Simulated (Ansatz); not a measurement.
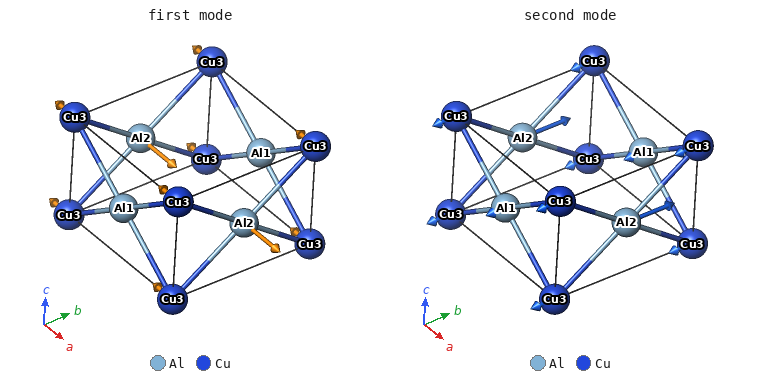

The system is Al₂Cu (P4/mmm, No. 123; 3 atoms in the cell); the picture shows the reference structure; its two panels give the patterns of the first and the second mode as arrows. 
- The energy is mapped over two normal modes frozen in (zone-centre modes of the 3-atom cell of this scan).
- The first coordinate is: amplitude of mode 4 (136 cm⁻¹), largest displacement; the second: amplitude of mode 9 (339 cm⁻¹), largest displacement.
- Nothing is relaxed (the cell and all other modes fixed).
- Grid: 9 × 9 points; 25 points were computed and 56 follow by symmetry.
- Points are written as (first, second).
- All energies are given in eV per cell relative to the lowest grid point.
- All numbers below come from DFT PBE, scalar-relativistic, plane waves, PAW in Ansatz. Settings: cutoff 520 eV, k-mesh 10×10×14 in the order of the run's cell vectors, gaussian smearing 0.15 eV, no spin polarisation.

Its coordinates:

```
CELL_PARAMETERS angstrom
4.12116 0.00000 0.00000
0.00000 4.12116 0.00000
0.00000 0.00000 2.88473
ATOMIC_POSITIONS crystal
Al 0.50000 0.00000 0.50000
Al 0.00000 0.50000 0.50000
Cu 0.00000 0.00000 0.00000
```

Range: amplitude of mode 4 (136 cm⁻¹), largest displacement from −0.488 to 0.488 Å; amplitude of mode 9 (339 cm⁻¹), largest displacement from −0.142 to 0.142 Å.

**Predict the map.**

The lowest grid point is at (0.000 Å, 0.000 Å). No other kind of well shows on this grid. The highest grid point, (−0.488 Å, −0.142 Å), lies 0.528 eV above the lowest.

| second ↓, first → | −0.488 | −0.366 | −0.244 | −0.122 | 0.000 | 0.122 | 0.244 | 0.366 | 0.488 |
| --- | --- | --- | --- | --- | --- | --- | --- | --- | --- |
| 0.142 | 0.528 | 0.348 | 0.233 | 0.172 | 0.153 | 0.172 | 0.233 | 0.348 | 0.528 |
| 0.106 | 0.457 | 0.279 | 0.166 | 0.104 | 0.085 | 0.104 | 0.166 | 0.279 | 0.457 |
| 0.071 | 0.406 | 0.231 | 0.118 | 0.057 | 0.038 | 0.057 | 0.118 | 0.231 | 0.406 |
| 0.035 | 0.376 | 0.202 | 0.090 | 0.029 | 0.009 | 0.029 | 0.090 | 0.202 | 0.376 |
| 0.000 | 0.366 | 0.193 | 0.081 | 0.019 | 0.000 | 0.019 | 0.081 | 0.193 | 0.366 |
| −0.035 | 0.376 | 0.202 | 0.090 | 0.029 | 0.009 | 0.029 | 0.090 | 0.202 | 0.376 |
| −0.071 | 0.406 | 0.231 | 0.118 | 0.057 | 0.038 | 0.057 | 0.118 | 0.231 | 0.406 |
| −0.106 | 0.457 | 0.279 | 0.166 | 0.104 | 0.085 | 0.104 | 0.166 | 0.279 | 0.457 |
| −0.142 | 0.528 | 0.348 | 0.233 | 0.172 | 0.153 | 0.172 | 0.233 | 0.348 | 0.528 |

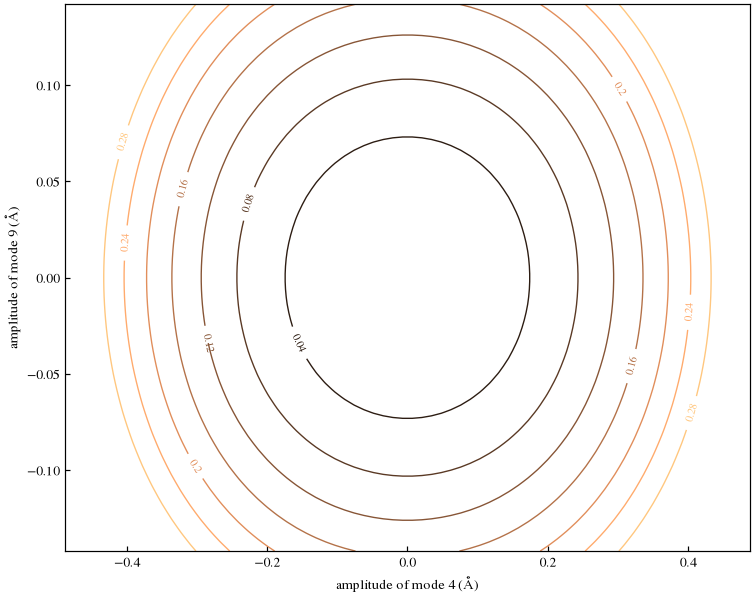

The picture shows contour lines labelled in eV (none above 0.28). Between grid points the surface is interpolated.

Each point was launched as `ansatz run input.yaml --threads 2 --pin off --max-ram 4096MiB --backend cpu --events-out ev --progress --plain --runs-dir out`. The whole map (25 points run) took 17 min on 2 threads of Arm Neoverse N1, with other jobs on the host.

PAW datasets: the set soft_1.
